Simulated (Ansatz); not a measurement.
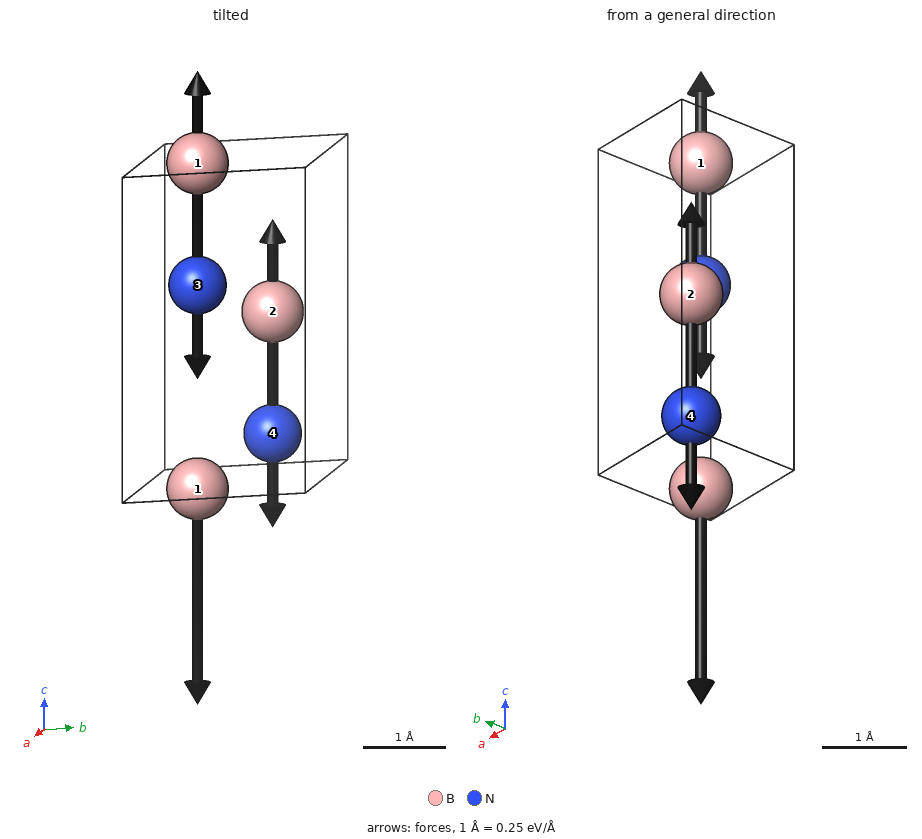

The image is a spheres-only drawing of a crystal, viewed slightly off an axis and from a general direction. The edges of the simulation cell are marked. The arrows are the computed forces on the atoms.

System: BN. Calculation details: DFT r2SCAN, scalar-relativistic, plane waves, PAW in Ansatz 0.2.0; a cutoff energy of 500 eV, Brillouin-zone sampling on a 12×12×6 mesh, Gaussian smearing of 0.05 eV, no spin polarisation.

Are the forces small enough to call this converged?

No. The atoms still feel forces of up to about 0.58 eV/Å, far above a usual threshold of 0.01 to 0.03 eV/Å.

Which atom feels the largest force?

B1, B2, N3 and N4, about 0.58 eV/Å.

What is the average force on each element?

Mean magnitudes: about B 0.58 eV/Å, N 0.58 eV/Å.

Its origin is a structure listed in the Materials Project. The cell was then strained or its atoms displaced on purpose. It was the input of a calculation with Ansatz.
